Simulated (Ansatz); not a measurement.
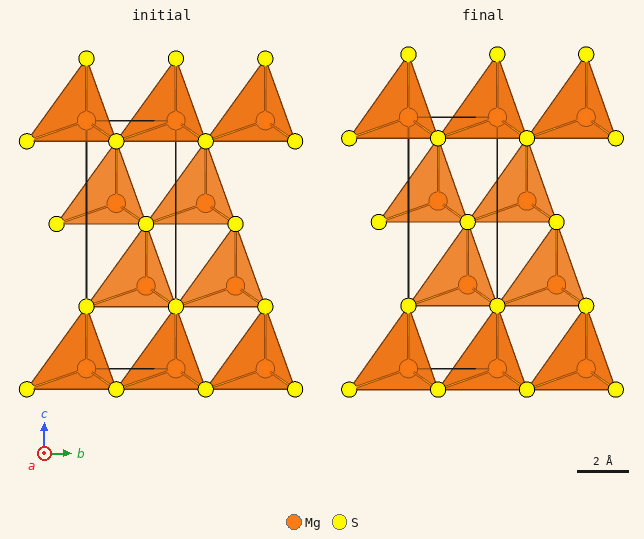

The structure of a crystal of MgS (a generated structure, set up in R3m) before (left) and after (right) a relaxation, at one scale.

Style: polyhedral. Shown: the cell of the calculation, repeated 1 × 2 × 1 with one cell outlined, along the a axis.

Theory: DFT PBE, scalar-relativistic, plane waves, PAW; settings changed (Ansatz 0.2.0).

The input:
```yaml
crystal:
  lattice:
    - [4.0544445452, 0.0, 0.0]
    - [-2.0272222726, 3.5112519744, 0.0]
    - [0.0, 0.0, 9.7371454216]
  atoms:
    - { symbol: Mg, position: [0.0, 0.0, 0.0] }
    - { symbol: S, position: [0.0, 0.0, 0.25] }
    - { symbol: Mg, position: [0.3333333333, 0.6666666667, 0.3333333333] }
    - { symbol: S, position: [0.3333333333, 0.6666666667, 0.5833333333] }
    - { symbol: Mg, position: [0.6666666667, 0.3333333333, 0.6666666667] }
    - { symbol: S, position: [0.6666666667, 0.3333333333, 0.9166666667] }
basis:
  ecutwfc: 420
kpoints:
  mp_grid: { grid: [9, 9, 3], shift: [0.5, 0.5, 0.5] }
hamiltonian:
  xc: pbe
scf:
  occupations: { method: gaussian, width: 0.02 }
output:
  forces: true
  eigenvalues: true
  stress: true
relax:
  adjacent_minimum: "off"
  f_tol: 0.01
  max_steps: 45
  cell: { stress_tol: 0.05 }
```

Command:
```bash
ansatz run input.yaml --threads 1 --pin off --max-ram 2560MiB --backend cpu --events-out ev --progress --plain --runs-dir out
```

Q: What changed between the two?

A: The energy falls by 1.9 meV per atom in 2 accepted moves (3 points after the start). The largest force component goes from 0.14 to 0.0098 eV/Å. Pressure: 0.07 GPa at the start and 0.01 GPa at the end. The SCF was repeated once at an unchanged geometry on a basis and grid sized afresh for the cell, which shifted the energy by less than 0.05 meV per atom at most. The atoms keep their places relative to the cell (all moves are under 0.005 Å). The drawn cell changes at constant volume: a = b 4.054 → 4.028 Å (−0.6 %), c 9.737 → 9.869 Å (+1.4 %). Among the contacts that change: Mg1–S2 2.434 → 2.465 Å, Mg1–S6 2.477 → 2.467 Å. The space group (tolerance 0.01 Å) goes from R3m (No. 160) to F-43m (No. 216). Cost: 2.9 min on 1 thread of Arm Neoverse N1, with other jobs on the host, peak memory 0.56 GiB.
